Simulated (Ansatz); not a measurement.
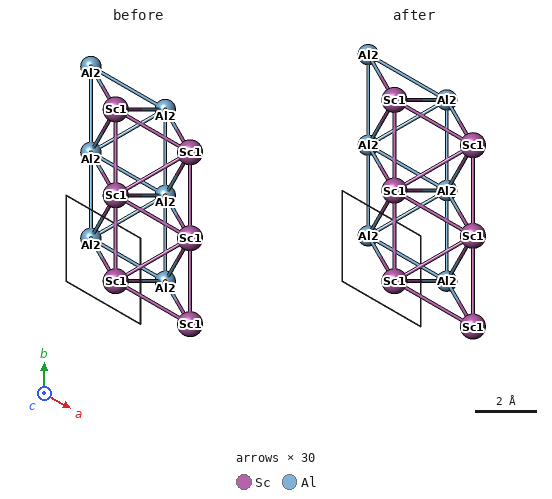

The structure of a crystal of ScAl3 (a generated structure, set up in P-6m2) (coarse preliminary run) before (left) and after (right) a relaxation, at one scale. The orange arrows give the displacements (the part carried along by the change of the cell is left out), magnified 30 times.

A ball-and-stick model of the cell of the calculation, repeated 2 × 3 × 1 with one cell outlined, seen along the c axis.

Level of theory: DFT PBE, scalar-relativistic, plane waves, PAW in Ansatz. (plane-wave cutoff 420 eV; k-point mesh 6 × 6 × 2; occupations gaussian; smearing width 0.1 eV; no spin polarisation; cell and atoms relaxed; force threshold 0.04 eV/Å; at most 70 steps)

> Summarise the run.

After 3 accepted moves (4 points after the start) the energy has fallen by 87.9 meV per atom. Largest force component: 0.78 eV/Å at the start, 0.017 eV/Å at the end. Pressure: 11.16 GPa at the start and −0.13 GPa at the end. The SCF was repeated once at an unchanged geometry on a basis and grid sized afresh for the cell, which shifted the energy by 1.3 meV per atom at most. The largest moves relative to the cell, 0.081 Å, are those of Al atoms. Sc stays in place. Cell: a = b 2.853 → 3.011 Å (+5.5 %), c 9.266 → 9.435 Å (+1.8 %). Volume +13.4 %. Some distances before and after: Sc–Sc 2.853 → 3.011 Å, Al–Al 2.853 → 3.011 Å, Al–Sc 2.842 → 2.996 Å, Al–Al 2.842 → 2.865 Å. The space group stays P-6m2 (No. 187).
